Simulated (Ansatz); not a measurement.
# Single-point calculation of AlAs (part 2 of 2)

Continued. System: AlAs (32 atoms in the cell). Method: DFT PBE, scalar-relativistic, plane waves, PAW, no spin polarisation (Ansatz 0.2.0); cutoff 420 eV, 3×3×3 k-mesh, Gaussian smearing of 0.01 eV. The structure derives from a Materials Project entry. It belongs to a series of runs on one base structure; here: the perfect crystal in a cell of 32 atoms.

## Output, continued
```
  k-point 1: bands = ["-28.3870", "-28.3870", "-28.3869", "-28.3865", "-28.3865", "-28.3865", "-28.3864", "-28.3864", "-28.3864", "-28.3864", "-28.3864", "-28.3864", "-28.3864", "-28.3863", "-28.3862", "-28.3862", "-28.3862", "-28.3862", "-28.3861", "-28.3860", "-28.3858", "-28.3858", "-28.3858", "-28.3858", "-28.3858", "-28.3858", "-28.3858", "-28.3858", "-28.3857", "-28.3857", "-28.3857", "-28.3857", "-28.3856", "-28.3856", "-28.3855", "-28.3854", "-28.3854", "-28.3854", "-28.3854", "-28.3853",
      "-28.3853", "-28.3853", "-28.3852", "-28.3852", "-28.3851", "-28.3850", "-28.3850", "-28.3850", "-28.3775", "-28.3775", "-28.3775", "-28.3773", "-28.3773", "-28.3772", "-28.3772", "-28.3772", "-28.3772", "-28.3772", "-28.3771", "-28.3771", "-28.3771", "-28.3771", "-28.3771", "-28.3771", "-28.3771", "-28.3770", "-28.3769", "-28.3769", "-28.3769", "-28.3769", "-28.3769", "-28.3769", "-28.3769", "-28.3769", "-28.3768", "-28.3767", "-28.3767", "-28.3765", "-28.3765", "-28.3765",
      "-5.5119", "-5.0373", "-4.6470", "-4.6470", "-4.6470", "-4.6470", "-4.2946", "-4.2946", "-4.1497", "-4.1497", "-4.1497", "-4.1497", "-4.0056", "-4.0056", "-3.9625", "-3.8319", "0.8107", "0.9761", "0.9761", "0.9761", "0.9761", "1.0121", "1.0121", "1.0424", "1.4388", "1.4388", "1.6482", "1.6482", "1.6482", "1.6482", "2.6162", "2.7276", "3.1250", "3.2937", "3.2937", "3.2937", "3.2937", "3.3775", "3.3775", "3.7097",
      "3.7097", "3.8778", "3.8778", "4.0598", "4.2567", "4.2567", "4.2567", "4.2567", "4.3759", "4.4083", "4.4083", "4.4984", "4.5104", "4.6459", "4.6459", "4.6459", "4.6459", "5.1309", "5.1309", "5.1309", "5.1309", "5.4994", "5.6544", "5.9242", "7.9634", "8.1139", "8.1139", "8.5869", "8.8131", "8.9447", "8.9447", "9.2293", "9.2293", "9.2293", "9.2293", "9.3964", "9.3964", "9.3964", "9.3964", "9.4875",
      "9.5423", "9.6375", "9.6375", "10.2303", "10.3998", "10.4045"]
  k-point 2: bands = ["-28.3868", "-28.3868", "-28.3868", "-28.3865", "-28.3865", "-28.3865", "-28.3865", "-28.3865", "-28.3865", "-28.3865", "-28.3865", "-28.3865", "-28.3863", "-28.3863", "-28.3863", "-28.3863", "-28.3861", "-28.3861", "-28.3861", "-28.3861", "-28.3861", "-28.3861", "-28.3859", "-28.3859", "-28.3857", "-28.3857", "-28.3857", "-28.3855", "-28.3855", "-28.3855", "-28.3855", "-28.3855", "-28.3855", "-28.3855", "-28.3855", "-28.3855", "-28.3854", "-28.3854", "-28.3854", "-28.3854",
      "-28.3854", "-28.3854", "-28.3851", "-28.3851", "-28.3851", "-28.3851", "-28.3851", "-28.3851", "-28.3774", "-28.3774", "-28.3774", "-28.3773", "-28.3773", "-28.3773", "-28.3773", "-28.3773", "-28.3773", "-28.3772", "-28.3772", "-28.3772", "-28.3771", "-28.3771", "-28.3771", "-28.3770", "-28.3770", "-28.3770", "-28.3770", "-28.3770", "-28.3768", "-28.3768", "-28.3768", "-28.3767", "-28.3767", "-28.3767", "-28.3767", "-28.3767", "-28.3767", "-28.3767", "-28.3767", "-28.3767",
      "-5.1886", "-5.1886", "-5.1886", "-4.7880", "-4.3819", "-4.3819", "-4.3819", "-4.2471", "-4.2471", "-4.2471", "-3.9732", "-3.9732", "-3.9732", "-3.9732", "-3.9732", "-3.9732", "0.8658", "0.8658", "0.8658", "0.9960", "0.9960", "0.9960", "0.9960", "0.9960", "0.9960", "1.5193", "1.5193", "1.5193", "1.6060", "3.0185", "3.0185", "3.0185", "3.0185", "3.0185", "3.0185", "3.0285", "3.0285", "3.0285", "3.8414", "3.8414",
      "3.8414", "3.9445", "3.9445", "3.9445", "4.1326", "4.1326", "4.1326", "4.1326", "4.1326", "4.1326", "4.4064", "4.4064", "4.4064", "4.7714", "4.7714", "4.7714", "5.2912", "5.2912", "5.2912", "5.3456", "5.3456", "5.3933", "5.3933", "5.3933", "8.2240", "8.5218", "8.5218", "8.5218", "8.8034", "8.8034", "8.8034", "8.8034", "8.8034", "8.8034", "8.8956", "8.8956", "8.8956", "8.9812", "8.9812", "8.9812",
      "10.0487", "10.0487", "10.0487", "10.2770", "10.2770", "10.2770"]
  k-point 3: bands = ["-28.3870", "-28.3867", "-28.3867", "-28.3867", "-28.3867", "-28.3867", "-28.3866", "-28.3866", "-28.3862", "-28.3862", "-28.3862", "-28.3862", "-28.3862", "-28.3862", "-28.3862", "-28.3862", "-28.3861", "-28.3861", "-28.3858", "-28.3858", "-28.3858", "-28.3858", "-28.3858", "-28.3858", "-28.3858", "-28.3858", "-28.3857", "-28.3857", "-28.3857", "-28.3857", "-28.3857", "-28.3857", "-28.3857", "-28.3857", "-28.3857", "-28.3857", "-28.3857", "-28.3857", "-28.3855", "-28.3855",
      "-28.3853", "-28.3853", "-28.3850", "-28.3850", "-28.3850", "-28.3850", "-28.3849", "-28.3849", "-28.3775", "-28.3774", "-28.3774", "-28.3773", "-28.3773", "-28.3773", "-28.3773", "-28.3773", "-28.3773", "-28.3773", "-28.3773", "-28.3772", "-28.3770", "-28.3770", "-28.3770", "-28.3770", "-28.3770", "-28.3770", "-28.3770", "-28.3770", "-28.3769", "-28.3768", "-28.3768", "-28.3768", "-28.3768", "-28.3767", "-28.3767", "-28.3767", "-28.3767", "-28.3766", "-28.3766", "-28.3766",
      "-5.3427", "-4.8805", "-4.8805", "-4.8805", "-4.8805", "-4.4672", "-4.3671", "-4.3671", "-4.3671", "-4.3671", "-3.8939", "-3.8939", "-3.8939", "-3.8939", "-3.8131", "-3.8131", "0.7529", "0.7529", "0.7529", "0.7529", "0.9074", "0.9074", "1.0442", "1.0442", "1.0442", "1.0442", "1.7660", "2.5337", "2.5337", "2.5337", "2.5337", "2.7813", "2.7813", "2.7813", "2.7813", "3.1762", "3.1762", "3.4152", "3.4152", "3.7944",
      "3.7944", "3.7944", "3.7944", "3.9738", "4.2660", "4.2660", "4.4027", "4.4027", "4.4027", "4.4027", "4.6688", "4.6688", "4.6688", "4.6688", "4.8912", "4.8912", "4.8912", "4.8912", "5.1711", "5.1711", "5.1711", "5.1711", "5.2371", "5.2371", "8.0105", "8.5006", "8.5006", "8.5006", "8.5006", "8.9752", "9.0458", "9.0458", "9.0458", "9.0458", "9.1637", "9.1637", "9.2489", "9.6960", "9.9311", "9.9311",
      "9.9311", "9.9311", "9.9389", "9.9389", "9.9389", "9.9389"]
```

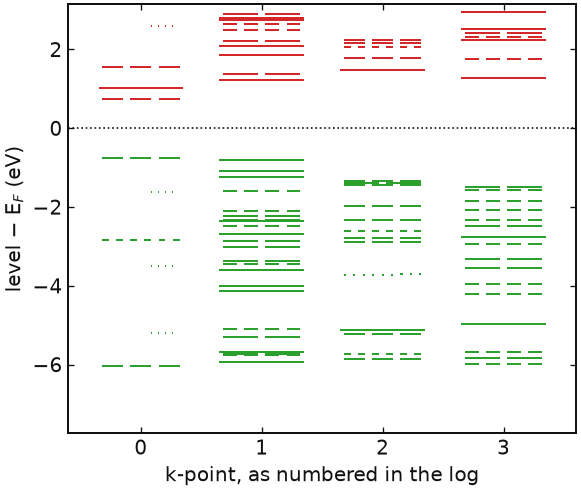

**Figure 1.** Kohn–Sham levels near the Fermi level (dotted) at the few k-points that the log prints; levels within 0.02 eV of each other stand side by side. Among these points the highest filled and lowest empty levels are 1.50 eV apart, which is the gap on the mesh.

The run was set up as follows.

## Input
```yaml
crystal:
  lattice:
    - [-5.7279123196, 5.7279123196, -5.7279123196]
    - [-5.7279123196, -5.7279123196, 5.7279123196]
    - [5.7279123196, 5.7279123196, 5.7279123196]
  atoms:
    - { symbol: Al, position: [0.75, 0.75, 0.5] }
    - { symbol: Al, position: [0.5, 0.0, 0.5] }
    - { symbol: Al, position: [0.5, 0.75, 0.75] }
    - { symbol: Al, position: [0.25, 0.25, 0.5] }
    - { symbol: Al, position: [0.25, 0.0, 0.75] }
    - { symbol: Al, position: [0.25, 0.75, 0.0] }
    - { symbol: Al, position: [0.0, 0.5, 0.5] }
    - { symbol: Al, position: [0.0, 0.25, 0.75] }
    - { symbol: Al, position: [0.0, 0.0, 0.0] }
    - { symbol: Al, position: [0.0, 0.75, 0.25] }
    - { symbol: Al, position: [0.75, 0.5, 0.75] }
    - { symbol: Al, position: [0.75, 0.25, 0.0] }
    - { symbol: Al, position: [0.75, 0.0, 0.25] }
    - { symbol: Al, position: [0.5, 0.5, 0.0] }
    - { symbol: Al, position: [0.5, 0.25, 0.25] }
    - { symbol: Al, position: [0.25, 0.5, 0.25] }
    - { symbol: As, position: [0.0, 0.0, 0.75] }
    - { symbol: As, position: [0.75, 0.25, 0.75] }
    - { symbol: As, position: [0.75, 0.0, 0.0] }
    - { symbol: As, position: [0.5, 0.5, 0.75] }
    - { symbol: As, position: [0.5, 0.25, 0.0] }
    - { symbol: As, position: [0.5, 0.0, 0.25] }
    - { symbol: As, position: [0.25, 0.75, 0.75] }
    - { symbol: As, position: [0.25, 0.5, 0.0] }
    - { symbol: As, position: [0.25, 0.25, 0.25] }
    - { symbol: As, position: [0.25, 0.0, 0.5] }
    - { symbol: As, position: [0.0, 0.75, 0.0] }
    - { symbol: As, position: [0.0, 0.5, 0.25] }
    - { symbol: As, position: [0.0, 0.25, 0.5] }
    - { symbol: As, position: [0.75, 0.75, 0.25] }
    - { symbol: As, position: [0.75, 0.5, 0.5] }
    - { symbol: As, position: [0.5, 0.75, 0.5] }
basis:
  ecutwfc: 420
  xc_grid: 2
kpoints:
  mp_grid: { grid: [3, 3, 3], shift: [0.0, 0.0, 0.0] }
hamiltonian:
  xc: pbe
scf:
  occupations: { method: gaussian, width: 0.01 }
output:
  forces: true
  stress: true
  eigenvalues: true
```

Launched with:
```bash
ansatz run input.yaml --threads 4 --pin off --max-ram 10240MiB --backend cpu --events-out ev --progress --plain --runs-dir out
```

## Summary

```csv
quantity,value
outcome,converged
space group (tolerance 0.01 Å),F-43m (216)
electrons treated,288
free energy,−86313.8520 eV
Fermi energy,6.737 eV
gap on the k-point mesh,1.50 eV
pressure,0.02 GPa
largest force (length of the vector),under 0.001 eV/Å
hardware,"4 threads of Arm Neoverse V2, 24 GiB of memory available, shared host"
wall time,14 s (CPU time 50 s)
peak memory,2.3 GiB
```
